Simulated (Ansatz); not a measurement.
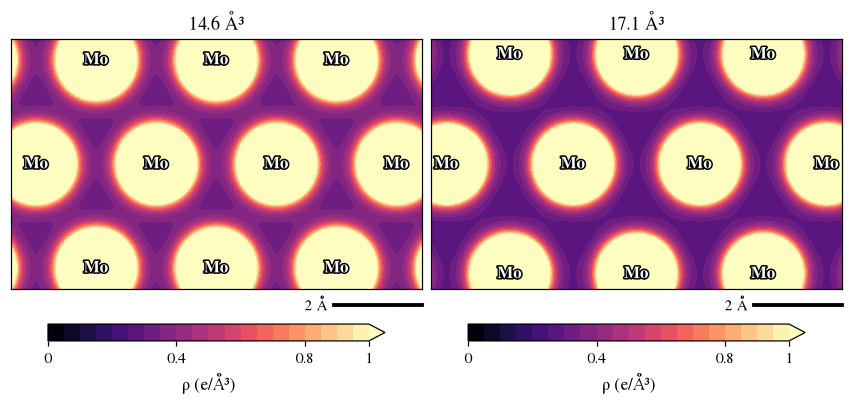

Mo. The valence pseudo-density of cells scaled evenly to different volumes (given per atom above each panel), on the (100) plane of each (indices in the axes of the cell below), at one length scale and on one colour scale.

A generated structure, not necessarily the stable one; computed without spin polarisation.

These are results of DFT, r2SCAN, plane waves (500 eV) with PAW, scalar-relativistic in Ansatz 0.2.0, not measurements.

The density is the valence pseudo-density of a PAW calculation; it isn't the true density close to the nuclei.

The largest cell:

```xyz
1
Lattice="0.0000 2.0460 2.0460 2.0460 0.0000 2.0460 2.0460 2.0460 0.0000" Properties=species:S:1:pos:R:3 pbc="T T T"
Mo    0.0000    0.0000    0.0000
```

| volume (Å³/atom) | Mo–Mo contact in the plane (Å) | ρ at its midpoint (e/Å³) | pressure (GPa) | 
| --- | --- | --- | --- |
| 14.59 | 2.743 | 0.365 | 24.9 | 
| 16.49 | 2.857 | ? | ? | 
| 17.13 | 2.893 | 0.293 | −16.4 | 

What values belong in the row with question marks?

Over the known rows ln ρ falls by 1.46 per Å of Mo–Mo distance (the line through the two), which gives 0.309 e/Å³ at 2.857 Å; the calculation gives 0.309 e/Å³. For the pressure, a straight line in volume between the neighbouring rows gives −6.0 GPa; the calculation gives −8.9, lower because pressure rises ever faster on compression.
